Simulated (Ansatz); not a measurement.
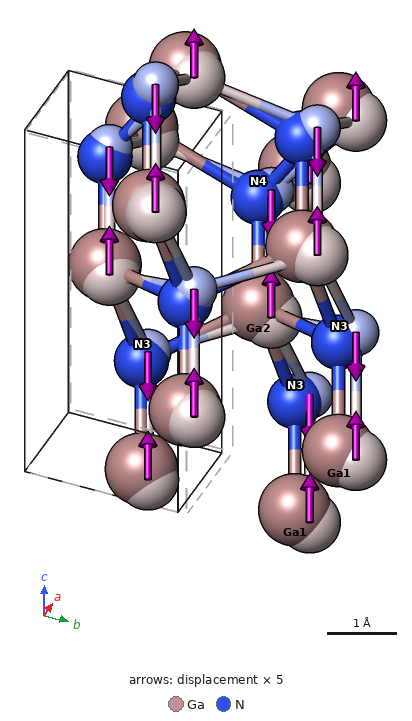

Crystalline GaN (set up in P6_3mc) in its unrelaxed database cell, drawn pale, and a changed version of it, drawn solid. The purple arrows show how the atoms are displaced (without the part that the change of the cell carries along), magnified 5 times. Besides, the cell is strained by +0.8 % along c and −5.2 % across it (volume −9.5 %). Style: ball-and-stick. Shown: the cell of the calculation, repeated 2 × 2 × 1 with one cell outlined, from a free direction.

Method: DFT PBE, scalar-relativistic, plane waves, PAW (Ansatz 0.2.0). Settings: plane-wave cutoff 420 eV; k-point mesh 12 × 12 × 6; occupations gaussian; smearing width 0.02 eV; no spin polarisation.

**Describe the displacements and the computed response.**

Atoms are displaced by 0.15 Å relative to the cell: Ga1 0.15 Å along +c, N4 0.15 Å along −c. No relaxation follows. Among the bonded contacts that change: Ga–N 1.944 → 1.650 to 1.984 Å. The space group stays P6_3mc (No. 186). The energy rises by 535 meV per atom. The pressure goes from 7.3 to 41.0 GPa. The principal stresses (compression positive) are 80.1 GPa along c and 21.5 GPa across it. The largest forces, 7.5 eV/Å, act on Ga1, Ga2, N3 and N4; on Ga1 it points along −c. The forces point straight back along the displacements (cosine −1.00). The gap on the k-mesh: 1.96 eV before, 2.02 eV after.
